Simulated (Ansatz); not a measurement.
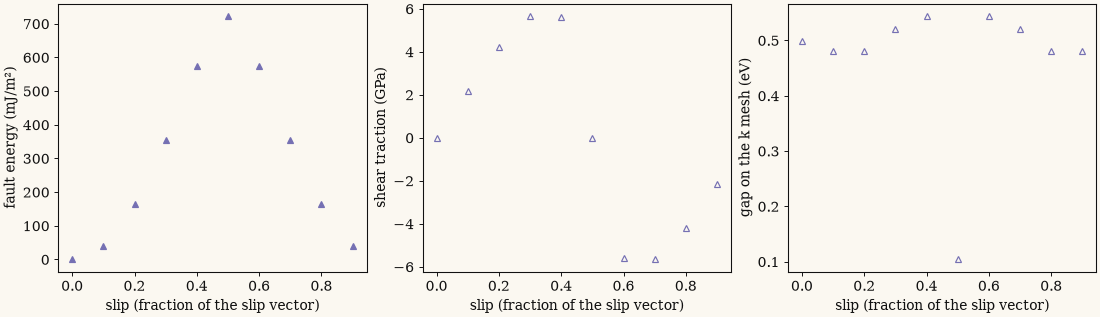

Plotted: fault energy, shear traction and gap on the k mesh against slip for SnO, space group P4/nmm (No. 129).

Starting cell:
```yaml
crystal:
  lattice:
    - [0.00000, 0.00000, -3.80668]
    - [-3.80930, 0.00000, 0.00000]
    - [0.00000, 9.87292, 0.00000]
  atoms:
    - { symbol: Sn, position: [0.62500, 0.00000, 0.86618] }
    - { symbol: Sn, position: [0.62500, 0.00000, 0.36618] }
    - { symbol: Sn, position: [0.12500, 0.50000, 0.13382] }
    - { symbol: Sn, position: [0.12500, 0.50000, 0.63382] }
    - { symbol: O, position: [0.12500, 0.00000, 0.24994] }
    - { symbol: O, position: [0.12500, 0.00000, 0.74994] }
    - { symbol: O, position: [0.62500, 0.50000, 0.75006] }
    - { symbol: O, position: [0.62500, 0.50000, 0.25006] }
```

Calculation (Ansatz 0.2.0): rigid slide of a crystal across a plane by tilting cell vector c, one fault a cell, unrelaxed, by plane-wave density functional theory with PAW datasets, free energies less that of the undisturbed cell; scalar-relativistic. Level: r2SCAN, no spin polarisation.

- wave cutoff: 500 eV
- k mesh: 9×9×4
- occupations: Gaussian
- smearing width: 0.03 eV
- k shift: (0, 0, 0) (mesh steps)
- start: relaxed
- height of the cut: 0 (fraction of cell vector c)
- slip vector: (1, 0) (multiples of cell vectors a and b)

The points at slip 0.6, 0.7, 0.8 and 0.9 follow from computed ones by symmetry.

Question: How high is the barrier to slip, and is there a metastable fault?

Answer: The highest fault energy among the points, the barrier to rigid slip along this vector, is 723 mJ/m² at slip 0.5; no local minimum, hence no metastable fault, shows among the points.

Question: How does the shear traction vary with slip?

Answer: It goes from 0.00 GPa at slip 0.0 to −2.16 GPa at 0.9, not monotonically, with a high of 5.66 GPa at 0.3 and a low of −5.66 GPa at 0.7.

Keep in mind: odd k mesh can miss points on the zone edge.
